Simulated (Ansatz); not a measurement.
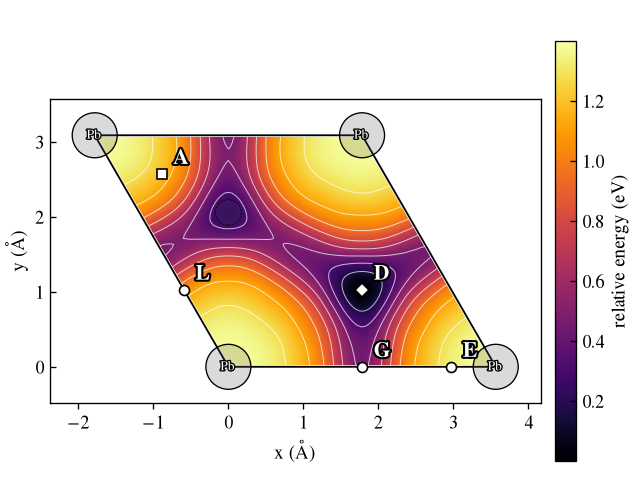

O on a Pb(111) slab cut from the Fm-3m phase, its upper half relaxed before the scan (8 atoms of substrate and one adsorbate in a 2 × 2 cell). O is moved over the surface cell; relaxed at each place: the height of the adsorbate's atoms; substrate rigid; the origin of the map has the adsorbate above Pb5. Places are given modulo a cell vector. The map is drawn in real space over the plane of the surface. The scan uses a 6 × 6 grid; 10 points were computed and 26 follow by symmetry. Places are given in fractions of the 1 × 1 surface cell. All energies are given in eV relative to the lowest grid point. The calculation used DFT PBE, scalar-relativistic, plane waves, PAW (Ansatz 0.2.0). Settings: cutoff 420 eV, k-mesh 6×6×1, gaussian smearing 0.1 eV, no spin polarisation.

The picture shows a smooth colour map with a few white contour lines, labelled circles for the atoms of the top layer and small ones for the second layer, the outline of one cell of the plane, lettered points. Between grid points the surface is interpolated.

Q: Is E the lowest point of the computed grid?

A: No. E lies 1.33 eV above the lowest grid point, which is at a threefold hollow, (4/6, 2/6) of the cell vectors.

Q: What kind of point is each of A, D: minimum, saddle, maximum or slope?

A: A: on a slope; D: minimum. (In these two coordinates alone; a stationary point may lie a little off the grid point.)

Q: Rank the lettered points by energy, lowest first.

A: D (0.00 eV), G (0.46 eV), L (1.05 eV), A (1.18 eV), E (1.33 eV).
